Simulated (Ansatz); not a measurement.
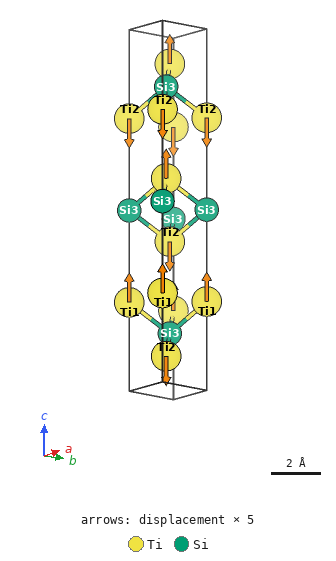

This is a relaxation of solid Ti2Si (a generated structure, set up in R-3m) (coarse preliminary run). The starting structure is drawn; orange arrows show the displacements (the part carried along by the change of the cell is left out), 5 times their true length.

A ball-and-stick model of the conventional cell (3 times the calculation's cell), seen from a free direction. Lengths and directions refer to the drawn axes.

Case: C → Si on all its sites, cell and atoms relaxed.

Method: DFT PBEsol, scalar-relativistic, plane waves, PAW in Ansatz.

The input:
```yaml
crystal:
  lattice:
    - [1.6164901702, 0.9332810349, 5.0544247095]
    - [-1.6164901702, 0.9332810349, 5.0544247095]
    - [0.0, -1.8665620698, 5.0544247095]
  atoms:
    - { symbol: Ti, position: [0.2458180107, 0.2458180107, 0.2458180107] }
    - { symbol: Ti, position: [0.7541819893, 0.7541819893, 0.7541819893] }
    - { symbol: Si, position: [0.5, 0.5, 0.5] }
basis:
  ecutwfc: 420
kpoints:
  mp_grid: { grid: [6, 6, 6] }
hamiltonian:
  xc: pbesol
scf:
  occupations: { method: gaussian, width: 0.1 }
output:
  forces: true
  stress: true
  eigenvalues: true
relax:
  adjacent_minimum: "off"
  f_tol: 0.05
  max_steps: 60
  cell: { stress_tol: 0.5 }
```

Command:
```bash
ansatz run input.yaml --threads 1 --pin off --max-ram 2560MiB --backend cpu --events-out ev --progress --plain --runs-dir out
```

### Atoms of which element are displaced furthest, and by how much?

Titanium: up to 0.25 Å, against 0.00 Å for silicon.

### What happened in the run?

After 4 accepted moves (5 points after the start) the energy has fallen by 650 meV per atom. The largest force component goes from 5.3 to 0.038 eV/Å. Pressure: 36.46 GPa at the start and 0.19 GPa at the end. The SCF was repeated once at an unchanged geometry on a basis and grid sized afresh for the cell, which shifted the energy by 1.9 meV per atom at most. The largest moves relative to the cell, 0.25 Å, are those of Ti1 and Ti2. Ti2 goes along −c. Si stays in place. Cell: a = b 3.233 → 3.511 Å (+8.6 %), c 15.163 → 14.168 Å (−6.6 %). Volume +10.2 %. Some distances before and after: Ti1–Ti2 3.245 → 2.828 Å, Ti1–Ti2 (another image) 3.041 → 3.416 Å, Ti1–Si3 2.219 → 2.449 Å. The space group stays R-3m (No. 166).
